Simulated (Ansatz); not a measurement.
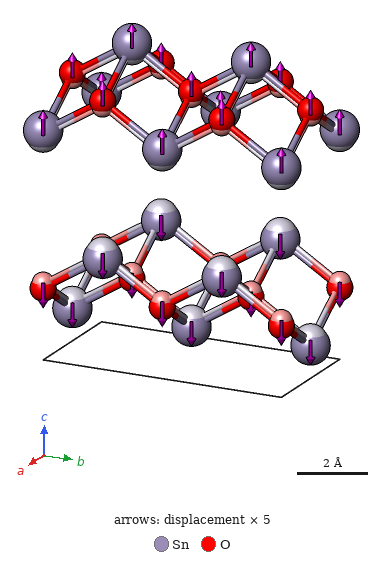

This is a constrained relaxation of a slab of composition SnO. The starting structure is drawn faded, the final one solid; purple arrows show the displacements, magnified 5 times.

A ball-and-stick model of the 1 × 2 repeat of the cell, outlined in the plane, without the vacuum, seen slightly off an axis.

Case: bilayer, upper layer shifted by (0.5, 0).

Level of theory: Ansatz, DFT PBE+D3(BJ), scalar-relativistic, plane waves, PAW. (plane-wave cutoff 420 eV; k-point mesh 6 × 6 × 1; occupations gaussian; smearing width 0.02 eV; no spin polarisation; atoms relaxed in a fixed cell; force threshold 0.01 eV/Å; at most 50 steps)

Describe the change and its energy.

The energy falls by 17.0 meV per cell of the calculation in 4 accepted moves (5 points after the start). Largest force component: 0.17 eV/Å at the start, 0.0015 eV/Å at the end. The line search rejected the trial step at point 2 of the run. The largest moves relative to the layer's centre, 0.16 Å, are those of Sn atoms. Largest moves by element: Sn 0.16 Å, O 0.16 Å. The lattice vectors keep their values. The run took 3.3 min on 2 threads of Arm Neoverse V2, with other jobs on the host, peak memory 1.2 GiB.
